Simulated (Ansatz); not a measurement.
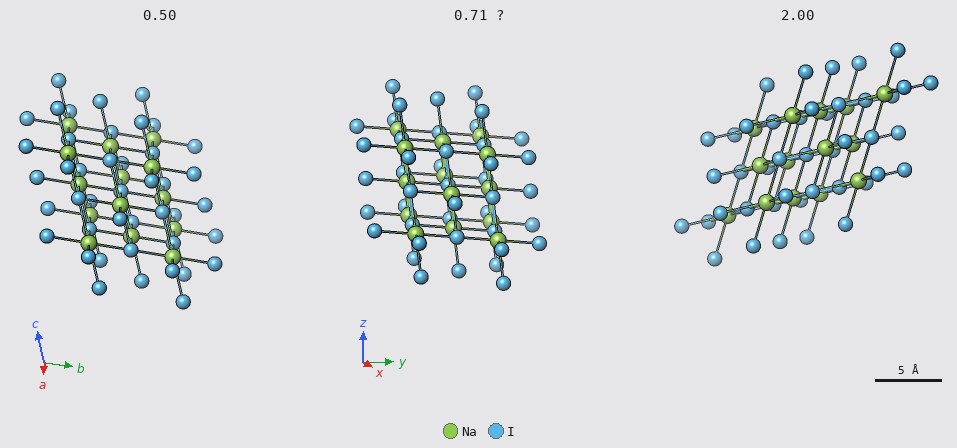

Solid NaI (Fm-3m): the ratio of the cell's length along [111] to its lengths across, counted as 1 for the reference, is changed at fixed volume (a trigonal path), with the atoms kept at their fractional coordinates. x, y and z are the Cartesian axes of the input. Style: ball-and-stick. Shown: the conventional cell (4 times the calculation's cell), slightly off an axis. Lengths and directions refer to the drawn axes.

The calculation used Ansatz 0.2.0, DFT r2SCAN, scalar-relativistic, plane waves, PAW. Settings: plane-wave cutoff 500 eV; k-point mesh 8 × 8 × 8; occupations gaussian; smearing width 0.05 eV; no spin polarisation. Energies (free energies at the smearing named) are counted from the cell as listed in its source, which wasn't relaxed.

| axial ratio over its reference value | E − E(ref) (meV/atom) |
| --- | --- |
| 0.50 | 177 |
| 0.60 | 153 |
| 0.71 | ? |
| 0.85 | 26 |
| 1.00 | 0 |
| 1.41 | 184 |
| 2.00 | 960 |

Question: Fill in the missing row.

Answer: A straight line between the two neighbours gives 97 meV/atom. A cubic through the four nearest rows (0.50, 0.60, 0.85, 1.00) gives, with Lagrange weights, (−0.2552)(177) + (0.8526)(153) + (0.5104)(26) + (−0.1078)(0) = 99 meV/atom. The calculation gives 92 meV/atom, so the cubic is 7 meV/atom too high and the straight line 5 meV/atom too high, as the curve bends upwards here.

The whole profile:

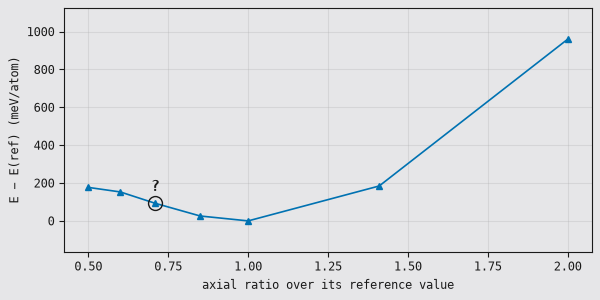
